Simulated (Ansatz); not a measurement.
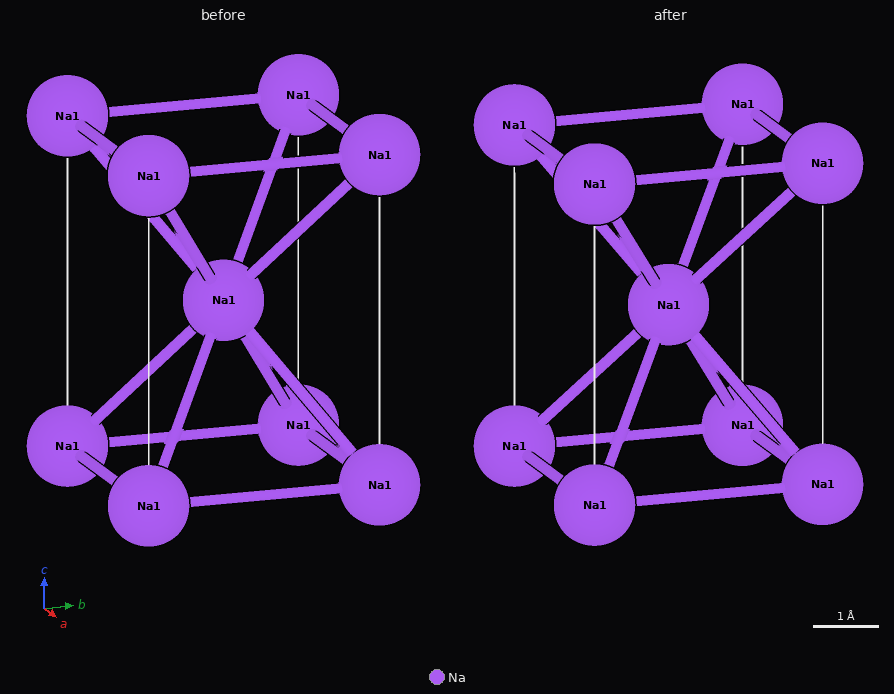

Left: a symmetric starting cell of Na. Right: the same structure after one change, at the same scale. A ball-and-stick model of the conventional cell (2 times the calculation's cell), seen slightly off an axis. Lengths and directions refer to the drawn axes.

Computed with Ansatz, DFT PBEsol, scalar-relativistic, plane waves, PAW. (plane-wave cutoff 420 eV; k-point mesh 16 × 16 × 16; occupations gaussian; smearing width 0.1 eV; no spin polarisation)

Q: What was changed?

A: The cell is strained by −2.8 % along c and −1.3 % across it (volume −5.2 %), the atoms keeping their fractional coordinates. No relaxation follows. The starting cell wasn't computed here and needn't be at equilibrium, so pressure and forces aren't due to the change alone.

Q: And its effect?

A: Among the bonded contacts that change: Na–Na 3.753 → 3.678 Å, Na–Na 3.777 → 3.728 Å. The space group stays I4/mmm (No. 139). The pressure is 0.2 GPa (not all of it need come from the change, since the unchanged cell can be under pressure at this level too). All forces vanish by symmetry.
